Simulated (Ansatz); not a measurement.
# Calculations on Sn$_{3}$O

## 1. Vibrations

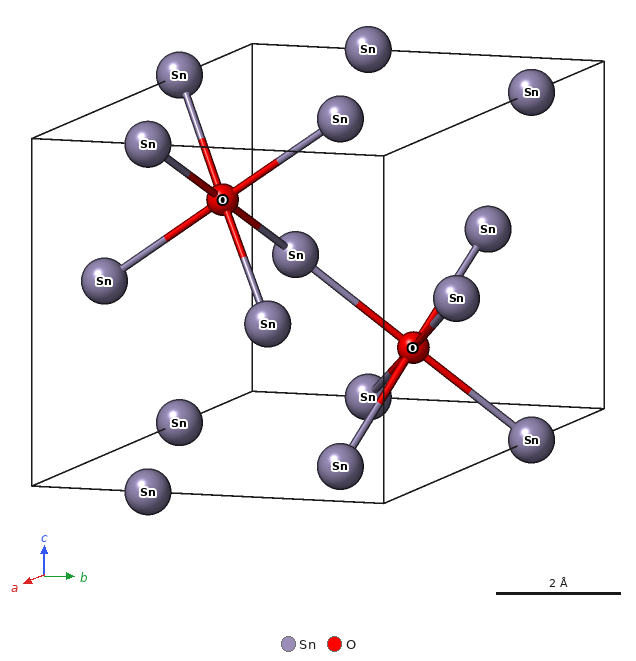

Normal modes of a crystal of Sn3O (a generated structure), space group P6₃22 (No. 182), at the zone centre. A ball-and-stick model of the cell of the calculation, seen from a free direction.

These are results of Ansatz, DFT PBEsol, scalar-relativistic, plane waves, PAW, not measurements. Set-up: plane-wave cutoff 420 eV; k-point mesh 6 × 6 × 6; occupations fermi dirac; smearing width 0.15 eV; no spin polarisation.

The frequencies depend somewhat on the k-mesh and the smearing.

> Which optical modes does it have, at what frequencies, and is it stable there?

The calculation's cell holds 8 atoms, so there are 21 optical modes, in 14 levels. The optical modes span 2A₂ + 3E₁ + 4E₂ + 2B₁ + 2B₂ + A₁. Three levels are unstable (imaginary frequency).

```tsv
level	symmetry	frequency (cm⁻¹)	activity
1	A₂	136i	infrared-active
2	E₁	125i	infrared- and Raman-active
3	E₂	34i	Raman-active
4	E₂	35	Raman-active
5	E₁	44	infrared- and Raman-active
6	E₂	67	Raman-active
7	B₁	76	silent
8	B₂	79	silent
9	A₂	79	infrared-active
10	E₁	81	infrared- and Raman-active
11	A₁	108	Raman-active
12	E₂	128	Raman-active
13	B₂	152	silent
14	B₁	163	silent
```

The crystal is a metal, so free carriers screen the infrared response.

The displacement patterns (one member of each degenerate set), 6 of the levels:

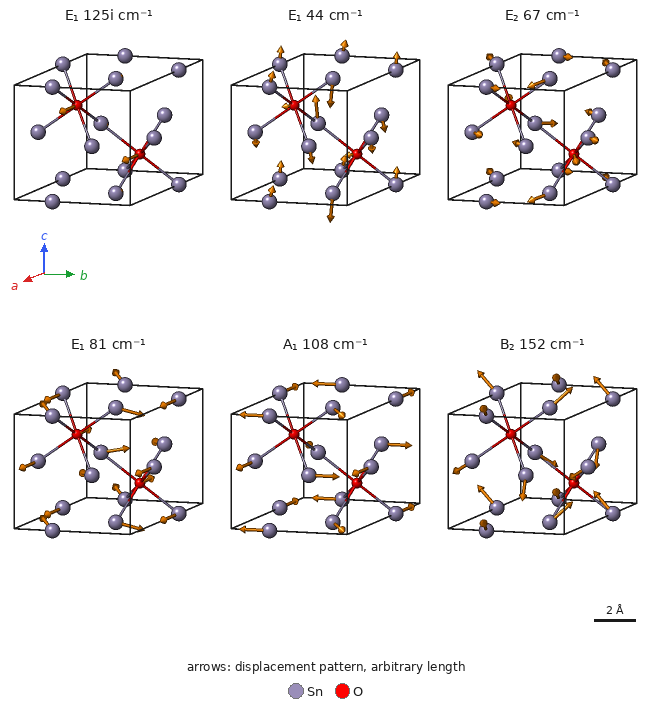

## 2. Vibrations

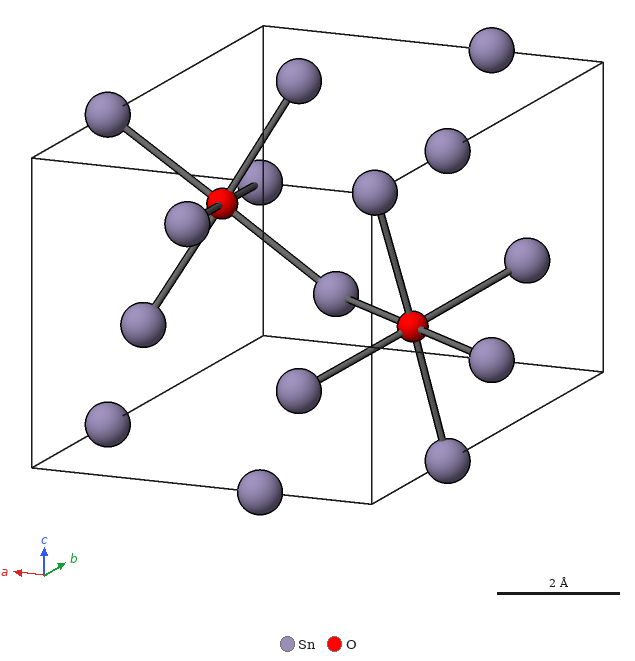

Phonons of crystalline Sn3O (a generated structure) at 0.98 times its rest volume, space group P6₃22 (No. 182), at the zone centre. The picture is a ball-and-stick view of the cell of the calculation, seen from a free direction.

Computed with DFT PBEsol, scalar-relativistic, plane waves, PAW (Ansatz).

Input file:
```yaml
crystal:
  lattice:
    - [5.7367692746, 0.0, 0.0]
    - [-2.8683846373, 4.9681879275, 0.0]
    - [0.0, 0.0, 5.9559159816]
  atoms:
    - { symbol: Sn, position: [0.3282485419, 0.0, 0.0] }
    - { symbol: Sn, position: [0.3282485419, 0.3282485419, 0.5] }
    - { symbol: Sn, position: [0.0, 0.3282485419, 0.0] }
    - { symbol: Sn, position: [0.6717514581, 0.0, 0.5] }
    - { symbol: Sn, position: [0.6717514581, 0.6717514581, 0.0] }
    - { symbol: Sn, position: [0.0, 0.6717514581, 0.5] }
    - { symbol: O, position: [0.3333333333, 0.6666666667, 0.25] }
    - { symbol: O, position: [0.6666666667, 0.3333333333, 0.75] }
basis:
  ecutwfc: 420
kpoints:
  mp_grid: { grid: [6, 6, 6] }
hamiltonian:
  xc: pbesol
scf:
  occupations: { method: fermi_dirac, width: 0.15 }
output:
  eigenvalues: true
phonons:
  method: dfpt
  eigenvectors: true
```

Launched with:
```bash
ansatz run input.yaml --threads 2 --pin off --max-ram 6144MiB --backend cpu --events-out ev --progress --plain --runs-dir out
```

The frequencies depend somewhat on the k-mesh and the smearing.

Q: Which optical modes does it have, at what frequencies, and is it stable there?

A: The calculation's cell holds 8 atoms, so there are 21 optical modes, in 14 levels. The optical modes span 2A₂ + 3E₁ + 4E₂ + 2B₁ + 2B₂ + A₁. Three levels are unstable (imaginary frequency).

```
level  symmetry  frequency (cm⁻¹)                    activity
    1        A₂              126i             infrared-active
    2        E₁              114i  infrared- and Raman-active
    3        E₂               25i                Raman-active
    4        E₂                42                Raman-active
    5        E₁                47  infrared- and Raman-active
    6        E₂                72                Raman-active
    7        B₁                79                      silent
    8        B₂                83                      silent
    9        A₂                84             infrared-active
   10        E₁                85  infrared- and Raman-active
   11        A₁               114                Raman-active
   12        E₂               136                Raman-active
   13        B₂               157                      silent
   14        B₁               169                      silent
```

The crystal is a metal, so free carriers screen the infrared response.

The displacement patterns (one member of each degenerate set), 6 of the levels:

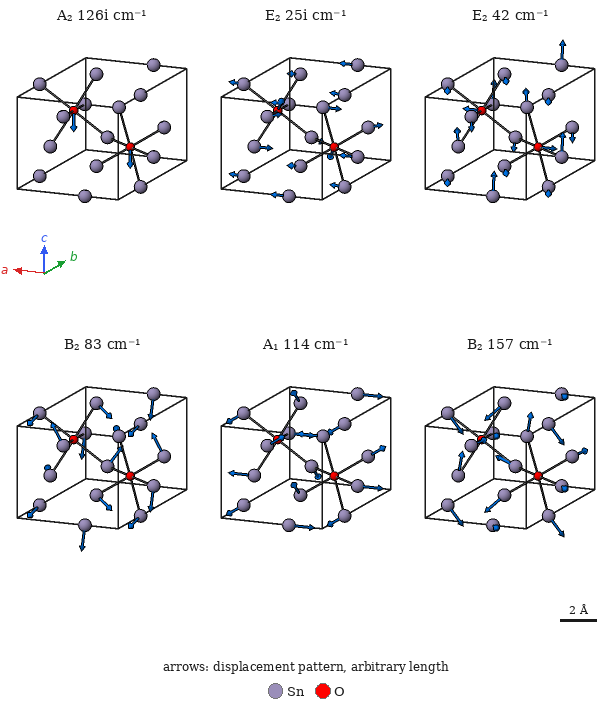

## 3. One mode

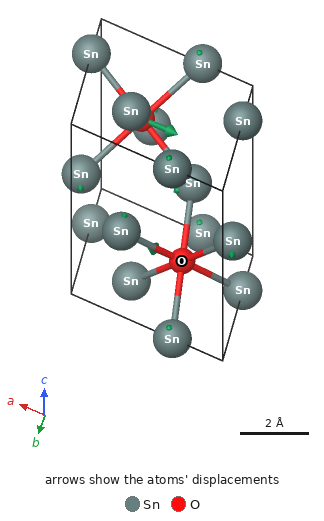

One vibrational mode of solid Sn3O (a generated structure) at 1.02 times its rest volume at the zone centre. Displacements are drawn as green arrows; their common scale and sign are arbitrary. Style: ball-and-stick. Shown: the cell of the calculation, from a free direction.

All numbers below come from Ansatz, DFT PBEsol, scalar-relativistic, plane waves, PAW. Set-up: plane-wave cutoff 420 eV; k-point mesh 6 × 6 × 6; occupations fermi dirac; smearing width 0.15 eV; no spin polarisation.

The frequencies depend somewhat on the k-mesh and the smearing.

> What mode is this, and where does it lie in the spectrum?

This is the E₂ mode (doubly degenerate; one member of the set is drawn) at 122 cm⁻¹, optical level 12 of 14, counted from below (3 lower levels are imaginary, so the structure is unstable), Raman-active by symmetry. Atoms of one kind move against one another, with no net shift of any sublattice; it stretches the shortest O–Sn bonds (2.46 Å); the kinetic energy is shared as O 68 %, Sn 32 %.

## 4. Softest mode

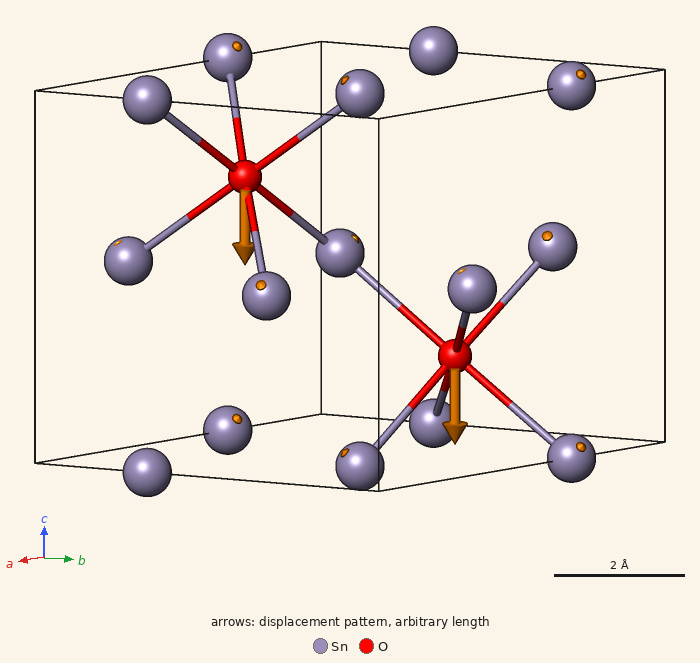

The lowest optical mode of solid Sn3O (a generated structure) relaxed at 3 GPa, space group P6₃22 (No. 182), at the zone centre. The orange arrows give the relative displacements of the atoms. Style: ball-and-stick. Shown: the cell of the calculation, from a free direction.

Computed with DFT PBEsol, scalar-relativistic, plane waves, PAW (Ansatz). Settings: plane-wave cutoff 420 eV; k-point mesh 6 × 6 × 6; occupations fermi dirac; smearing width 0.15 eV; target pressure 3 GPa; no spin polarisation.

The frequencies depend somewhat on the k-mesh and the smearing.

Q: Is this crystal at a minimum with respect to the drawn distortion?

A: No. This is the A₂ mode at 114i cm⁻¹, the lowest optical level, infrared-active by symmetry. The O sublattice moves against the Sn sublattice, along c; the kinetic energy is shared as O 91 %, Sn 9 %. The crystal is a metal, so free carriers screen the infrared response. The frequency is imaginary, so the structure is unstable against this distortion. Freezing in the drawn pattern lowers the space group from P6₃22 to P6₃ (No. 173). In all, 2 levels are unstable: A₂ 114i cm⁻¹, E₁ 100i cm⁻¹.
